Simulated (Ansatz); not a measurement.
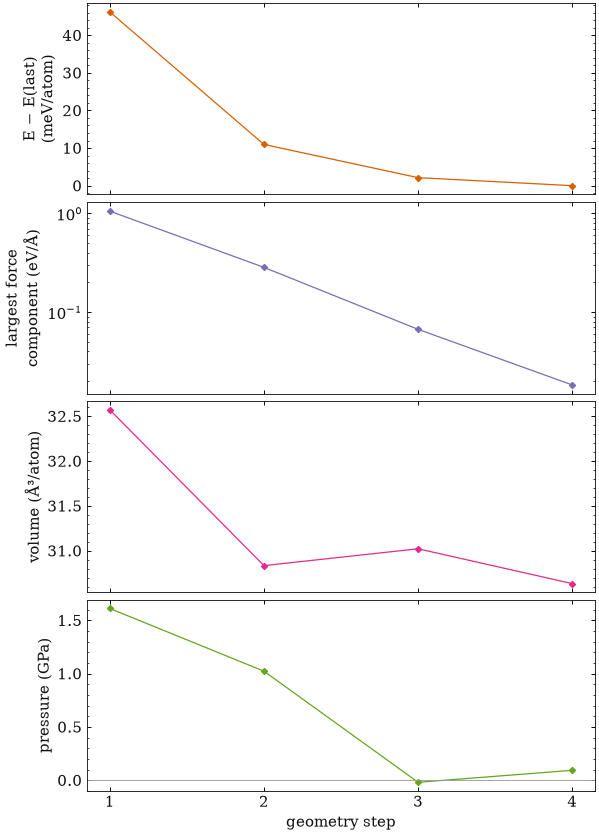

History of a geometry optimisation. Br (Cmce, 4 atoms in the cell); DFT PBE+D3(BJ), scalar-relativistic, plane waves, PAW in Ansatz; cutoff 420 eV, 6×6×4 k-mesh, Gaussian smearing of 0.1 eV. Atoms and cell relax. A closing SCF on a freshly chosen basis isn't drawn.

The optimisation met its thresholds at geometry 4, counting the start as the first. The energy fell by about 46 meV/atom from the first step to the last. The largest force component goes from about 1.1 eV/Å at the start to 0.018 eV/Å at the end. The volume shrinks from 32.6 to 30.6 Å³ per atom (−6 %), as the pressure goes from 1.6 GPa to about 0 GPa.
